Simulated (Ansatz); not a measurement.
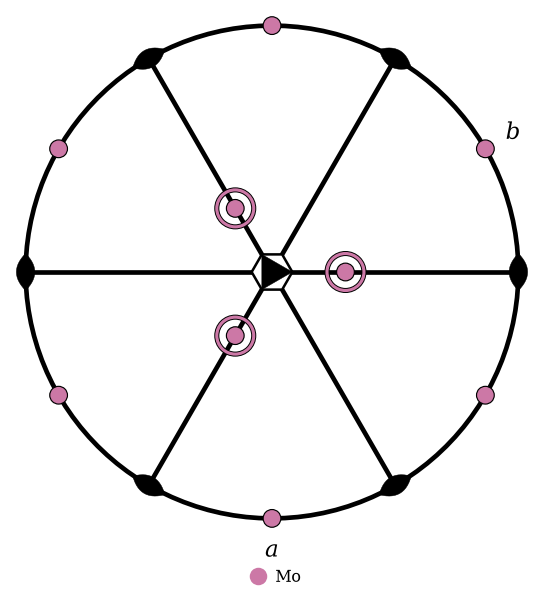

Directions from one molybdenum atom at (1/3, 2/3, 1/4) to its bonded neighbours, in stereographic projection down c (filled: above the plane of the page or in it, open: below). Crystal: Mo, coordinates from a relaxation with DFT, PBEsol, plane waves (420 eV) with PAW, scalar-relativistic in Ansatz; the starting structure was generated, so it need not be a known form of this composition. The drawing is computed from the coordinates (standard cell, symmetry found to 0.002 Å).

Neighbours are counted up to 3.06 Å for Mo. The symmetry elements of the site are drawn in: heavy lines are mirror planes (a heavy rim: a mirror in the plane of the page); lens, triangle, square and hexagon are 2-, 3-, 4- and 6-fold axes, a lens in an open square is −4, a triangle in an open hexagon −6; thin dashed diameters join the ends of axes that lie in the page; a small open circle marks inversion.

```
Mo
1.0
     2.73419    0.00000    0.00000
    -1.36709    2.36787    0.00000
     0.00000    0.00000    4.82292
Mo
2
Direct
  0.33333 0.66667 0.25000
  0.66667 0.33333 0.75000
```

**How many neighbours are there, and at what angles?**

12: 6 Mo at 2.73 Å, 6 Mo at 2.88 Å. Angles between bonds: 57° (6×), 60° (6×), 62° (12×), 90° (12×), 114° (3×), 118° (12×), 120° (6×), 148° (6×), 180° (3×).

**What is the site's symmetry in the crystal?**

Point group -6m2 (D3h), order 12: one −6 axis, three twofold axes, four mirror planes. In No. 194, P6₃/mmc this is Wyckoff position 2c.
